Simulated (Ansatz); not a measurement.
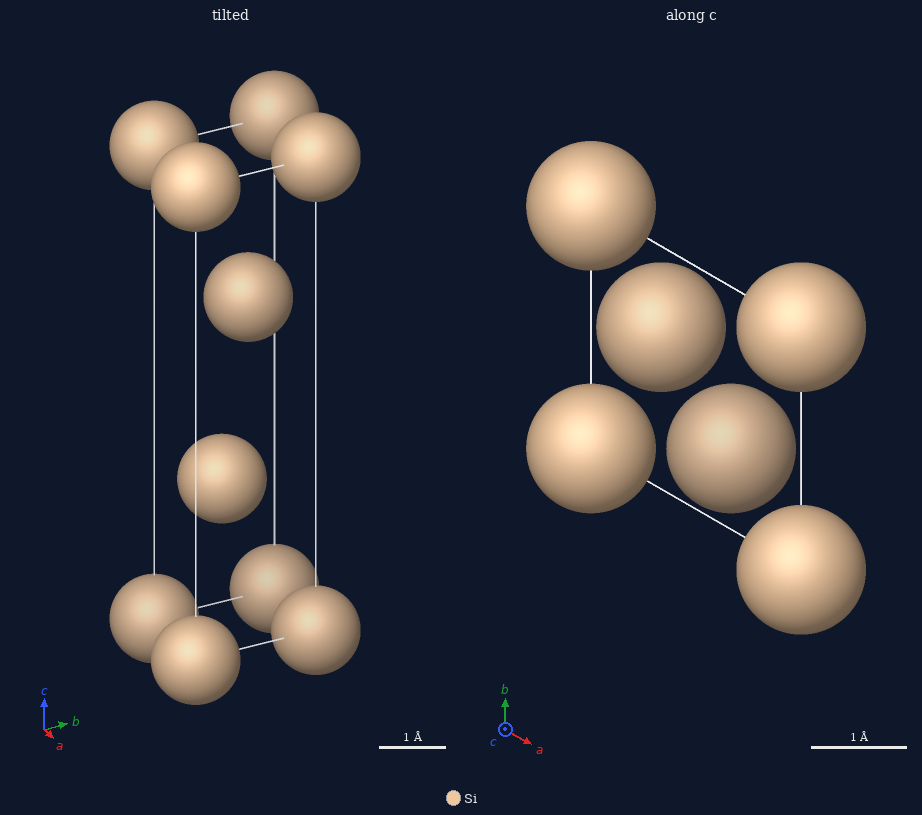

View slightly off an axis and along the c axis, drawn as a spheres-only model. Lines trace the edges of the conventional unit cell. Cell: a = 2.554 Å, b = 2.554 Å, c = 7.448 Å, α = 90.00°, β = 90.00°, γ = 120.00°.

The element is silicon. Its lattice is rhombohedral (trigonal R), its space group R-3m (No. 166). The cell holds three atoms.

The starting point was a structure listed in the Materials Project. The cell was then strained or its atoms displaced on purpose. It went into a calculation with Ansatz.

At this level of theory the cell isn't at rest (compressed, at 6 GPa), so its distances can differ from those at equilibrium, the more so the softer the solid.
